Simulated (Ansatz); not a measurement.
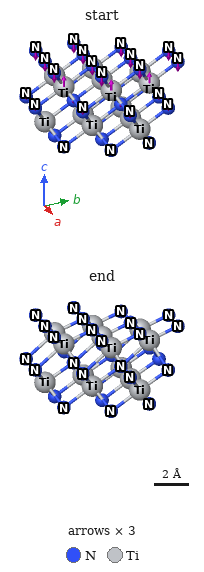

The structure of a slab of composition Ti$_{4}$N$_{5}$ (cut from the Fm-3m phase) before (top) and after (bottom) a constrained relaxation, at one scale. The purple arrows give the displacements, 3 times their true length.

The picture is a ball-and-stick view of the atoms within 5.0 Å of the atom that moves most (axes of the 3 × 3 repeat of the cell, outlined in the plane, without the vacuum), seen slightly off an axis.

Case: clean slab, lower half held. The slab is the (1 1 1) face of TiN. 4 atoms are held fixed.

The calculation used Ansatz 0.2.0, DFT PBEsol, scalar-relativistic, plane waves, PAW.

Input file:
```yaml
crystal:
  lattice:
    - [2.9726300472, 0.0, 0.0]
    - [-1.4863150236, 2.5743731369, 0.0]
    - [0.0, 0.0, 26.7085690796]
  atoms:
    - { symbol: "N", position: [0.3333333333, 0.6666666667, 0.318249921] }
    - { symbol: Ti, position: [0.6666666667, 0.3333333333, 0.3636874408] }
    - { symbol: "N", position: [0.0, 0.0, 0.4091249605] }
    - { symbol: Ti, position: [0.3333333333, 0.6666666667, 0.4545624803] }
    - { symbol: "N", position: [0.6666666667, 0.3333333333, 0.5] }
    - { symbol: Ti, position: [0.0, 0.0, 0.5454375197] }
    - { symbol: "N", position: [0.3333333333, 0.6666666667, 0.5908750395] }
    - { symbol: Ti, position: [0.6666666667, 0.3333333333, 0.6363125592] }
    - { symbol: "N", position: [0.0, 0.0, 0.681750079] }
basis:
  ecutwfc: 420
kpoints:
  mp_grid: { grid: [12, 12, 1] }
hamiltonian:
  xc: pbesol
scf:
  occupations: { method: gaussian, width: 0.1 }
output:
  forces: true
  eigenvalues: true
  write_density: true
  write_potential: true
  elf: true
  volumetric_format: npy
relax:
  adjacent_minimum: "off"
  f_tol: 0.03
  max_steps: 70
  constraints: [{ sites: [0, 1, 2, 3] }]
efield:
  axis: 3
  dipole_correction: true
  ramp_width: 0.04
```

Run as
```bash
ansatz run input.yaml --threads 2 --pin off --max-ram 5120MiB --backend cpu --events-out ev --progress --plain --runs-dir out
```

What changed between the two?

Over 5 geometry steps the energy falls by 1.305 eV per cell of the calculation. The largest force component goes from 5.7 to 0.0015 eV/Å. The atom that moves furthest is Ti8 (0.22 Å along the normal (+c)). By element the largest moves are Ti 0.22 Å, N 0.21 Å. The cell stays as it was. Among the contacts that change: Ti8–N9 2.102 → 1.885 Å, N7–Ti8 2.102 → 2.283 Å, Ti6–Ti8 2.973 → 3.143 Å, Ti6–N7 2.102 → 2.054 Å. Bond angles that change, for instance: N7–Ti8–N9 180.0° → 163.2°, N9–Ti8–N9 90.0° → 104.1°, Ti8–N9–Ti8 90.0° → 104.1°.

Limits of the set-up: the cell has an odd number of electrons but was run without spin polarisation.
